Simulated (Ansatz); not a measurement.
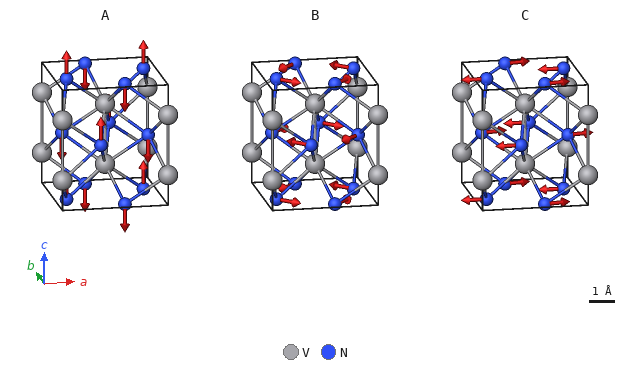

Modes of a crystal of VN2, space group I4/mcm (No. 140), at the zone centre (one member of each degenerate set). The red arrows are the displacements of the atoms (eigenvector over the root of the mass), of arbitrary overall length and sign. A ball-and-stick model of the conventional cell (2 times the calculation's cell), seen slightly off an axis. Lengths and directions refer to the drawn axes.

All numbers below come from Ansatz 0.2.0, DFT PBE, scalar-relativistic, plane waves, PAW.

The frequencies depend somewhat on the k-mesh and the smearing.

Which are infrared-active and which Raman-active?

A is B₁u, silent by symmetry (neither infrared- nor Raman-active) (452 cm⁻¹). B is A₁g, Raman-active by symmetry (966 cm⁻¹). C is E_u, infrared-active by symmetry (614 cm⁻¹). The crystal has a centre of inversion, so no mode is both. In a metal the free carriers screen the infrared response.
